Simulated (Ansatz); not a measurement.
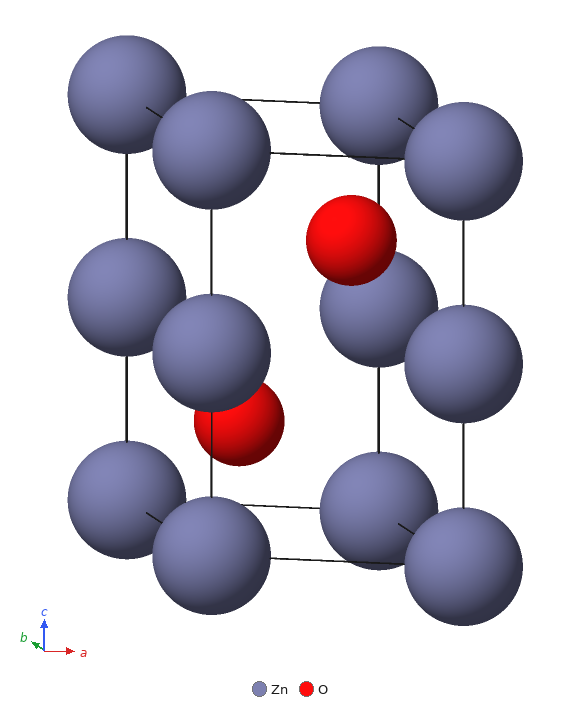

The figure gives a spheres-only picture of the atoms, viewed slightly off an axis. The parallelepiped is the conventional unit cell.

ZnO, nickel arsenide (NiAs) type, space group P6_3/mmc (No. 194), a = 3.097 Å, b = 3.097 Å, c = 5.029 Å, α = 90.00°, β = 90.00°, γ = 120.00°. The structure comes from a structure type filled with these elements by a generator (whether the compound takes this form wasn't checked). The cell was then strained or its atoms displaced on purpose. It was run through Ansatz as a DFT input.

This one geometry was computed with Ansatz (DFT, plane waves, PAW) at three levels of theory: PBE, HSE06 and r2SCAN. It was relaxed with r2SCAN and then strained.

### Which level gives the highest pressure at this volume, and what does that say about its equilibrium volume?

Highest: PBE (-1.4 GPa), which points to the largest equilibrium volume. Lowest, with the smallest volume: r2SCAN (-9.0 GPa). Levels within 0.5 GPa of each other can't be told apart.

### How does the band gap change with the level of theory?

PBE: a gap of 0.56 eV, direct; r2SCAN: a gap of 1.14 eV, direct; HSE06: a gap of 2.23 eV, indirect.

### Collect the results in a table.

| level | cutoff (eV) | k-mesh of the run's cell | gap (eV) | pressure (GPa) |
| --- | --- | --- | --- | --- |
| PBE | 420 | 12×12×6 | 0.56 | -1.4 |
| HSE06 | 420 | 6×6×4 | 2.23 | -8.1 |
| r2SCAN | 500 | 12×12×6 | 1.14 | -9.0 |

Gaps are taken on the k-mesh or band path of each run.
